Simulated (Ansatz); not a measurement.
Run report: Al, single-point calculation

The run: single-point calculation of Al (R-3m, 1 atom in the cell). Method and program: DFT PBEsol, scalar-relativistic, plane waves, PAW, no spin polarisation (Ansatz 0.2.0).

The structure derives from a Materials Project entry. It belongs to a series of runs on one base structure; here: ratio of the length along [111] to the lengths across it x 1.7, volume and fractional coordinates fixed. Figures and captions count atoms from 1; the log counts them from 0 in places.

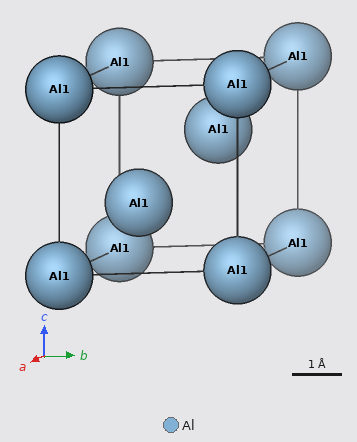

**Figure 1.** The structure (spheres-only view of the cell 3 times as large as that of the calculation, set on its symmetry axes, seen slightly off an axis; atoms are numbered from 1 in the order of the input). An atom can appear more than once, as a periodic image.

**Input file**
```yaml
crystal:
  lattice:
    - [-1.0221629741, 1.6443491322, 1.6443491322]
    - [1.6443491322, -1.0221629741, 1.6443491322]
    - [1.6443491322, 1.6443491322, -1.0221629741]
  atoms:
    - { symbol: Al, position: [0.0, 0.0, 0.0] }
basis:
  ecutwfc: 420
kpoints:
  mp_grid: { grid: [24, 24, 24] }
hamiltonian:
  xc: pbesol
scf:
  occupations: { method: gaussian, width: 0.15 }
output:
  forces: true
  stress: true
  eigenvalues: true
  write_density: true
  write_potential: true
  elf: true
  volumetric_format: npy
```

Run on 1 thread of Intel Xeon @ 2.70GHz, 189 GiB of memory available, shared host.

Command:
```bash
ansatz run input.yaml --threads 1 --pin off --max-ram 2560MiB --backend cpu --events-out ev --progress --plain --runs-dir out
```

**Log**
```
Engine: ansatz 0.2.0, x86_64-unknown-linux-gnu
Pseudopotentials: kind: paw
Pseudopotential: Al, paw, valence charge 3, recommended cutoff 420 eV (normal), Al.paw.azcp
Functional definition: PBEsol
  exchange = pbesol_x
  correlation = pbesol_c
Crystal: 1 atoms, lattice volume = 16.116 Å³
Basis set: ecut = 420 eV, 311 PW (Γ), exchange–correlation on 36×36×36 points (8 copies of the dense FFT grid, shifted against one another)
Bands: 6, of which v1, the nominal top of the filled ones, is band 2 counted from 1 (1 counted from 0)
Symmetry: 12 space group operations
Space group: R-3m (ITA 166), of the structure as read, at distance tolerance 2.5e-5 Å
k-points: 1313 of 13824
Non-local potential: Al, projectors of the file, l = 0: 2, l = 1: 2, l = 2: 1
PAW form: soft (Blöchl's): semilocal exchange-correlation on the pseudo side does not see the compensation charge
PAW frozen core: Al, regenerated for the run's functional, and the local potential with it (the file was generated under x = pbe(κ = 0.804, μ = 0.2195149727645171), c = pbe(β = 0.06672455060314922))
PAW one-centre angular grid: Al, 110 points (default); XC on 64 Gauss nodes
Initial density: superposition of atomic densities (neutral atoms: chi_scale 0, normalization atom), corrected by the library's trained network
Initial wavefunctions: pseudopotential atomic-orbital guess
Functional: x = pbesol(κ = 0.804, μ = 0.12345679012345678), c = pbesol(β = 0.046)
SCF iter   1: F=—  HF=-524.038052 eV  |F-HF|=—  |Δ(HF+E_count)|=         —  Δρ=1.28e-3  dr2=2.74e-4  ethr=1.77e-3  ⟨swp⟩=4.7  Hψ=69055  notcnv=0
preconditioner: auto → none  [metal: Δε(μ)=0.003 eV  Ē_g=13.568 eV  σ=0.150 eV  W_gap=0.01  n_scr=0 (ndim 8)  ℏωp=16.0 eV  f_vac=0.000  D(μ)=0.41/eV (n_scr^D=0)]
SCF iter   2: F=—  HF=-524.037978 eV  |F-HF|=—  |Δ(HF+E_count)|=   7.35e-5  Δρ=5.88e-4  dr2=5.30e-5  ethr=9.15e-6  ⟨swp⟩=1.2  Hψ=18743  notcnv=0
SCF iter   3: F=—  HF=-524.037990 eV  |F-HF|=—  |Δ(HF+E_count)|=   1.22e-5  Δρ=3.97e-5  dr2=1.32e-7  ethr=1.77e-6  ⟨swp⟩=2.0  Hψ=9678  notcnv=0
iter 4 did not close the SCF: its close was put off for the readings that it lacked (scf_convergence_deferred on its scf_iter line)
SCF iter   4: F=-524.037990 eV  HF=-524.037990 eV  |F-HF|=2.33e-9  |Δ(HF+E_count)|=   5.09e-8  Δρ=5.35e-6  dr2=5.31e-9  ethr=4.38e-9  ⟨swp⟩=2.0  Hψ=9618  notcnv=0
iter 5 did not close the SCF: its close was put off for the readings that it lacked (scf_convergence_deferred on its scf_iter line)
SCF iter   5: F=-524.037990 eV  HF=-524.037990 eV  |F-HF|=2.00e-11  |Δ(HF+E_count)|=   1.86e-9  Δρ=7.13e-7  dr2=7.05e-11  ethr=1.77e-10  ⟨swp⟩=1.9  Hψ=9450  notcnv=0
SCF iter   6: F=-524.037990 eV  HF=-524.037990 eV  |F-HF|=1.14e-13  |Δ(HF+E_count)|=  1.39e-11  Δρ=2.81e-8  dr2=1.02e-13  ethr=2.35e-12  ⟨swp⟩=3.7  Hψ=30491  notcnv=0
SCF 1 converged in 6 iterations: F = -524.037990 eV  dr2 = 1.02e-13
  greatest PAW one-centre occupation: 0.494 electrons in one spin orbital (limit 2), on the Al atom at site 0 (counted from 0), in its partial waves of l = 0
```

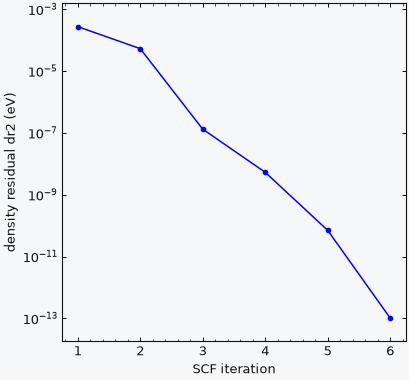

**Figure 2.** Convergence of the self-consistent field: density residual dr2 against the SCF iteration. The residual falls at every step.

```
SCF converged after 6 iterations
Free energy (F): -524.037990 eV
Harris-Foulkes:  -524.037990 eV  (|F-HF|=1.14e-13)
Internal energy: -524.033395 eV  (E = F + TS)
E sigma→0 (E₀):  -524.035692 eV
Entropy (-TS):   -0.004596 eV (-4.596 meV/atom)
Fermi energy:    7.851314 eV
--- Per-component energies (eV) ---
  E_band       = 10.478251
  E_kinetic    = 23.850296
  E_local      = 8.103564  (includes V_loc(G=0)·N_el)
  E_nonlocal   = 11.534104
  E_hartree    = 0.268044
  E_xc         = -39.743516
  E_vxc        = -29.540776  (∫ρ·V_xc dr)
  E_paw        = -455.133476  (= ΣΔE_a)
  E_vpaw       = -4.005022  (= ΣTr[D̂ρ^β])
  E_aug_tail   = -0.000003  (compensation charges beyond the density's cutoff)
  E_ewald      = -72.931547
  E_core_change = 0.019139  (= ΣΔE_core)
  E_smearing   = -0.004596  (= −TS)
  E_closure    = 0.000000  (closes the sum)
  Σ components = -524.037990   (vs F -524.037990, Δ=0.00e0)
--- Forces (eV/Å), atoms counted from 1 ---
  atom   1  Al     0.00000000     0.00000000    -0.00000000
  max |Σ_I F_I| component: 1.93e-34 eV/Å
--- Stress (GPa, compression-positive) ---
       16.846066      -3.361075      -3.361075
       -3.361075      16.846066      -3.361075
       -3.361075      -3.361075      16.846066
  P = ⅓ Tr σ = 16.8461 GPa (168.461 kbar)
--- Band table (eV; the first three rows and the last of 1313) ---
  k-point 0: bands = ["-3.2380", "16.4888", "16.4888", "18.5140", "19.0398", "19.0398"]
  k-point 1: bands = ["-3.1975", "15.8411", "16.5077", "18.6087", "19.0869", "19.5369"]
  k-point 2: bands = ["-3.0759", "14.6119", "16.5649", "18.7012", "19.2269", "20.5014"]
  k-point 1312: bands = ["10.3888", "10.3888", "12.3859", "12.3859", "12.7865", "14.5910"]
```

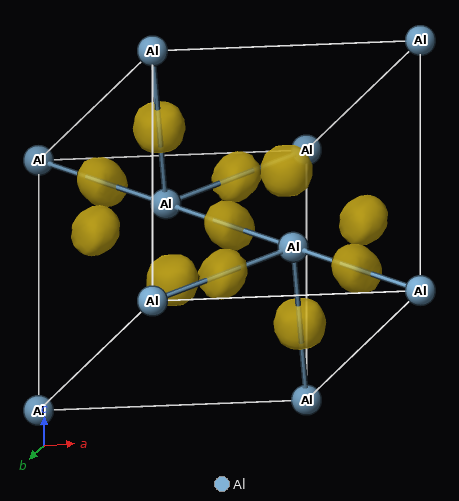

**Figure 3.** Isosurface of the electron localisation function at 0.75 (yellow), seen at an oblique angle. Only the valence region is drawn (cores and ρ < 0.01 e/Å³ removed). Sticks mark near contacts. The outline is the cell set on symmetry axes. Along the contacts the grid gives the following. Al–Al (2.54 Å): the ELF peaks at about 0.80 between the atoms, which marks a shared electron pair. In a PAW calculation such maps are meaningful between the atoms, not at the nuclei.

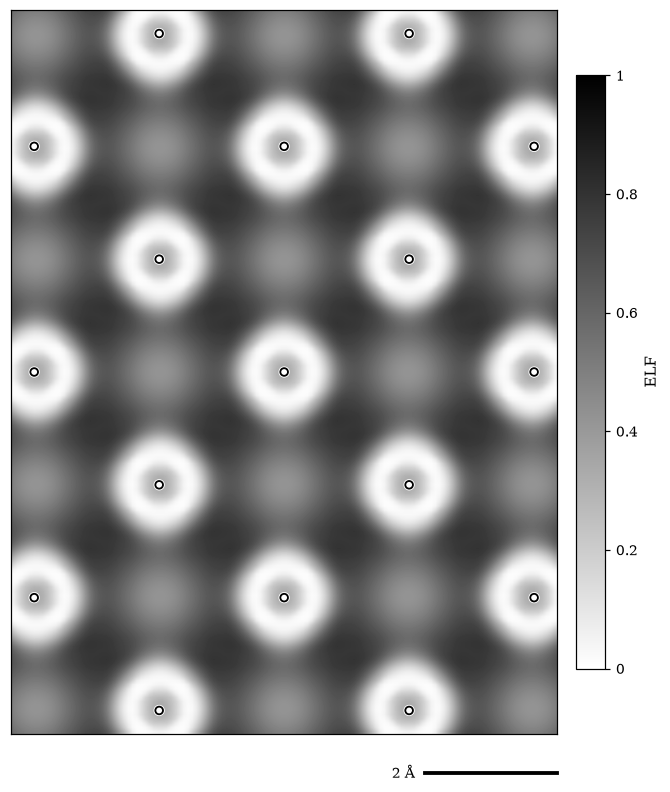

**Figure 4.** Electron localisation function on the (011̄) plane of the conventional cell. Circles mark the nuclei in the plane (Al). The section cuts through Al sites.

**Key numbers**

```tsv
quantity	value
outcome	converged
space group (tolerance 0.01 Å)	R-3m (166)
electrons treated	3
free energy	−524.0380 eV
Fermi energy	7.851 eV
gap on the k-point mesh	none (metallic)
pressure	16.85 GPa
largest force (length of the vector)	under 0.001 eV/Å
wall time	11 s
peak memory	0.47 GiB
```

**Notes**

The cell is under a pressure of 16.8 GPa at this level, so it is not at its equilibrium volume.
